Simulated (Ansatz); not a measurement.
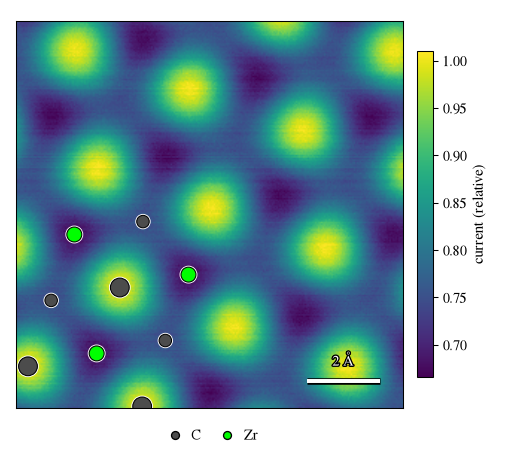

Constant-height image 5.0 Å above the topmost atom of ZrC(111) (Fm-3m bulk, 9 atomic planes (those closer than 0.6 Å count as one), 11 Å, C-terminated, slab composition C5Zr4), sample bias +1.50 V. The atoms seen from above are drawn over one corner (deeper ones smaller). Noise was added to mimic a scan.

Images follow the Tersoff–Hamann model: the current is the local density of the sample's states between the Fermi level and the bias, at the tip's centre. Bias windows are sharp sums over the levels of the k mesh.

These are results of DFT PBE, scalar-relativistic, plane waves, PAW in Ansatz 0.2.0, not measurements. Cutoff 420 eV, 21 × 21 k-points, Gaussian smearing 0.1 eV, dipole correction. The slab is a cut without reconstruction beyond its cell, at the source's lattice constants, with its lower half held fixed and the rest relaxed. No spin polarisation. The run warns that the functional's potential is rough in the thin density of the vacuum, where the tip is; weak contrasts and barriers may feel it.

> What lies under the maxima and minima of this image?

The brightest spots lie over the top C atoms; the darkest points are over the Zr atoms 1.1 Å below the top plane. The brightest point carries 1.5 times the current of the darkest.
